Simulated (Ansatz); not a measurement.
**Au: 5 runs along one coordinate**

System: Au (1 atom in the cell).
Method: Kohn-Sham DFT of a periodic cell, PBE, Ansatz PAW, no spin polarisation (Ansatz 0.2.0).

The 5 runs differ only in the geometry, by an even scaling of the cell at fixed fractional positions. The structure derives from a Materials Project entry.

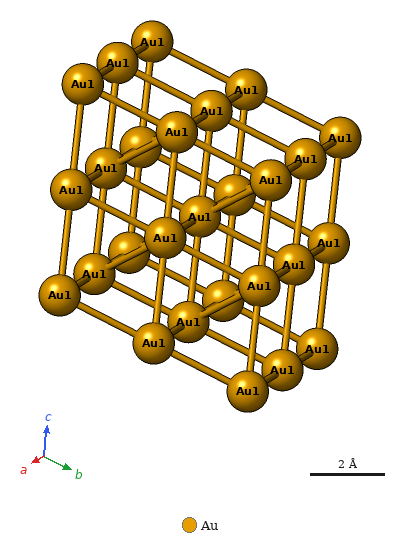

Figure 1. The structure of run 3 (ball-and-stick view of the cell of the calculation, repeated 2 × 2 × 2, seen slightly off an axis; atoms are numbered from 1 in the order of the input).

**Input of run 3**
```yaml
crystal:
  lattice:
    - [-1.6682446112, 1.6682446112, 1.6682446112]
    - [1.6682446112, -1.6682446112, 1.6682446112]
    - [1.6682446112, 1.6682446112, -1.6682446112]
  atoms:
    - { symbol: Au, position: [0.0, 0.0, 0.0] }
hamiltonian:
  xc: pbe
  pseudopotentials: { kind: paw }
kpoints:
  mp_grid: { grid: [11, 11, 11] }
scf:
  occupations: { method: fermi_dirac, width: 0.05 }
output:
  forces: true
  stress: true
  eigenvalues: true
```

Command:
```bash
ansatz run input.yaml --threads 2 --pin off --max-ram 5120MiB --backend cpu --events-out ev --progress --plain --runs-dir out
```

Run 4 differs from it as follows:
```diff
-    - [-1.6682446112, 1.6682446112, 1.6682446112]
-    - [1.6682446112, -1.6682446112, 1.6682446112]
-    - [1.6682446112, 1.6682446112, -1.6682446112]
+    - [-1.679077672, 1.679077672, 1.679077672]
+    - [1.679077672, -1.679077672, 1.679077672]
+    - [1.679077672, 1.679077672, -1.679077672]
```

**Results, with one run withheld**

```tsv
run	volume per atom (Å³)	free energy per atom, from the lowest run given (meV)	pressure (GPa)
1	17.479	7.74	5.02
2	17.843	0.00	1.86
3	18.571	3.85	−3.32
4	18.935	?	?
5	19.299	28.35	−7.28
```

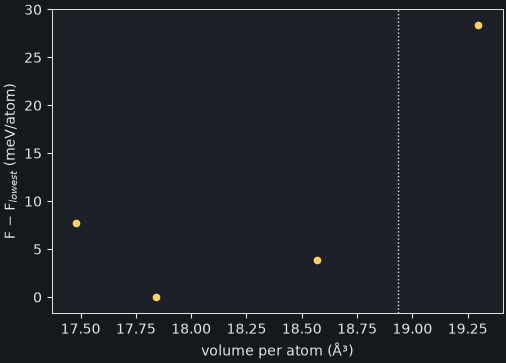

Figure 2. Free energy per atom of the runs given; the dotted line marks run 4.

Estimate the energy of run 4 from the others.

A quadratic polynomial in V^(−2/3) (the Birch–Murnaghan form), fitted to the 4 runs given, misses them by at most 0.15 meV per atom. With x = V^(−2/3) − 0.14413 Å⁻², it reads F = −0.49552 − 1554.8 x + 7.8981e+05 x² (meV per atom). At run 4 it gives 13.69 meV per atom, and the run itself gives 13.85. The slope of the fit gives a pressure −dF/dV of −5.46 GPa there, and the run prints −5.43 GPa. The fit has its minimum at 18.090 Å³ per atom, where V d²F/dV² gives 131 GPa: the bulk modulus at this level, since symmetry fixes the shape and the positions.

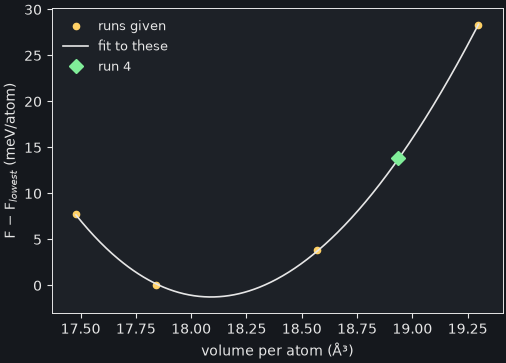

Figure 3. The fit and the withheld run.

**Output, shortened to warnings, some set-up lines, iterations and results (run 4)**
```
Basis set: ecut = 420 eV, 369 PW (Γ), exchange–correlation on 40×40×40 points (8 copies of the dense FFT grid, shifted against one another)
Symmetry: 48 space group operations
k-points: 56 of 1331
Initial density: superposition of atomic densities (neutral atoms: chi_scale 0, normalization atom), corrected by the library's trained network
[...]
SCF iter   1: F=—  HF=-13149.288554 eV  |F-HF|=—  |Δ(HF+E_count)|=         —  Δρ=1.48e-3  dr2=1.83e-4  ethr=1.77e-3  ⟨swp⟩=4.8  Hψ=3977  notcnv=0
SCF iter   2: F=—  HF=-13149.288932 eV  |F-HF|=—  |Δ(HF+E_count)|=   3.78e-4  Δρ=8.23e-4  dr2=4.72e-5  ethr=9.61e-7  ⟨swp⟩=2.8  Hψ=1694  notcnv=0
SCF iter   3: F=—  HF=-13149.288987 eV  |F-HF|=—  |Δ(HF+E_count)|=   5.43e-5  Δρ=1.49e-4  dr2=1.72e-6  ethr=2.48e-7  ⟨swp⟩=2.0  Hψ=1066  notcnv=0
SCF iter   4: F=-13149.288988 eV  HF=-13149.288988 eV  |F-HF|=6.04e-8  |Δ(HF+E_count)|=   1.77e-6  Δρ=2.20e-5  dr2=4.43e-8  ethr=9.05e-9  ⟨swp⟩=2.2  Hψ=1014  notcnv=0
SCF iter   5: F=-13149.288988 eV  HF=-13149.288988 eV  |F-HF|=1.86e-9  |Δ(HF+E_count)|=   6.30e-8  Δρ=4.41e-6  dr2=2.26e-9  ethr=2.33e-10  ⟨swp⟩=2.1  Hψ=1047  notcnv=0
SCF iter   6: F=-13149.288988 eV  HF=-13149.288988 eV  |F-HF|=7.28e-12  |Δ(HF+E_count)|=   2.44e-9  Δρ=7.02e-7  dr2=5.65e-11  ethr=1.19e-11  ⟨swp⟩=2.0  Hψ=2370  notcnv=0
SCF 1 converged in 6 iterations: F = -13149.288988 eV  dr2 = 5.65e-11
SCF converged after 6 iterations
Free energy (F): -13149.288988 eV
Harris-Foulkes:  -13149.288988 eV  (|F-HF|=7.28e-12)
Internal energy: -13149.283488 eV  (E = F + TS)
E sigma→0 (E₀):  -13149.286238 eV
Entropy (-TS):   -0.005501 eV (-5.501 meV/atom)
Fermi energy:    17.777445 eV
--- Per-component energies (eV) ---
  E_band       = -251.193280
  E_kinetic    = 603.440522
  E_local      = -1859.763928  (includes V_loc(G=0)·N_el)
  E_nonlocal   = 74.483711
  E_hartree    = 783.279052
  E_xc         = -227.209019
  E_vxc        = -274.123141  (∫ρ·V_xc dr)
  E_paw        = -9706.831163  (= ΣΔE_a)
  E_vpaw       = -361.790306  (= ΣTr[D̂ρ^β])
  E_aug_tail   = 0.001419  (compensation charges beyond the density's cutoff)
  E_ewald      = -2816.684082
  E_smearing   = -0.005501  (= −TS)
  E_closure    = 0.000000  (closes the sum)
  Σ components = -13149.288988   (vs F -13149.288988, Δ=0.00e0)
--- Forces (eV/Å), atoms counted from 1 ---
  atom   1  Au     0.00000000     0.00000000     0.00000000
  max |Σ_I F_I| component: 1.97e-31 eV/Å
--- Stress (GPa, compression-positive) ---
       -5.434802      -0.000000       0.000000
       -0.000000      -5.434802       0.000000
        0.000000       0.000000      -5.434802
  P = ⅓ Tr σ = -5.4348 GPa (-54.348 kbar)
```

Notes: Spin–orbit coupling is left out, which matters for Au.
